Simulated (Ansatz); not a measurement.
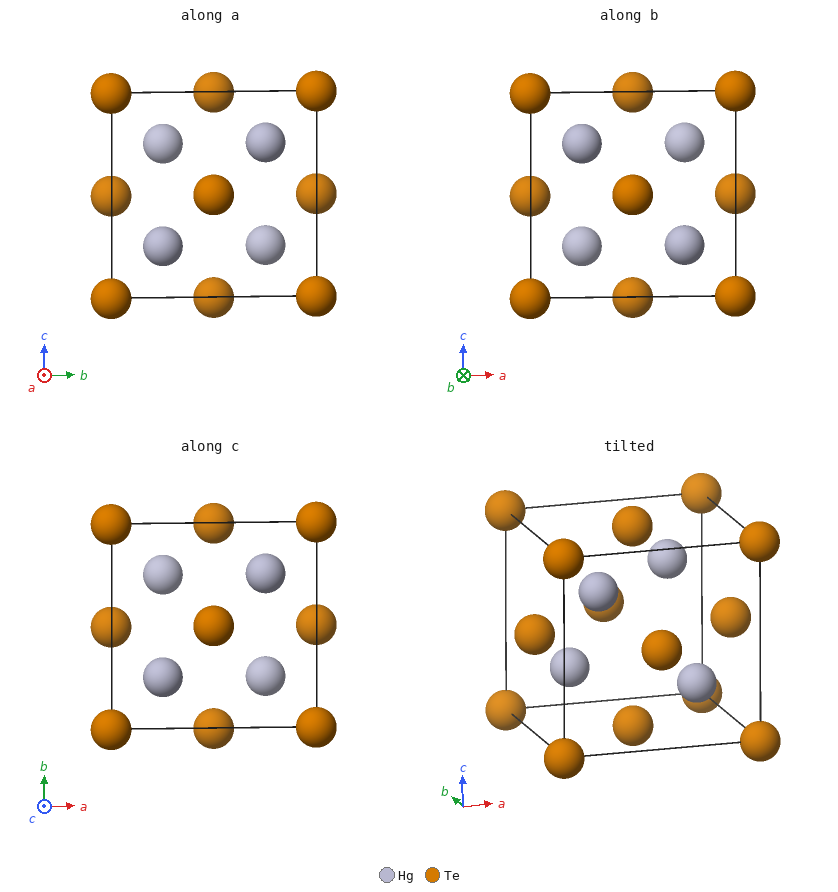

A spheres-only rendering, viewed along the a axis, along the b axis, along the c axis and slightly off an axis. The edges of the drawn cell (a repeat of the simulation cell) are marked.

Lattice parameters: a = 6.552 Å, b = 6.552 Å, c = 6.552 Å, α = 89.32°, β = 89.32°, γ = 89.32°. Put a along x and b in the xy plane.

Q: From the views, write a POSCAR file, with free fractional coordinates to two decimals.

A:
```
Hg Te
1.0
     6.552    0.000    0.000
     0.078    6.551    0.000
     0.078    0.077    6.551
Hg Te
4 4
Direct
  0.75 0.25 0.25
  0.25 0.75 0.25
  0.25 0.25 0.75
  0.75 0.75 0.75
  0.00 0.50 0.50
  0.50 0.00 0.50
  0.50 0.50 0.00
  0.00 0.00 0.00
```

The initial geometry was a structure type filled with these elements by a generator (whether the compound takes this form wasn't checked). The cell was then strained or its atoms displaced on purpose. It was run through Ansatz as a DFT input.
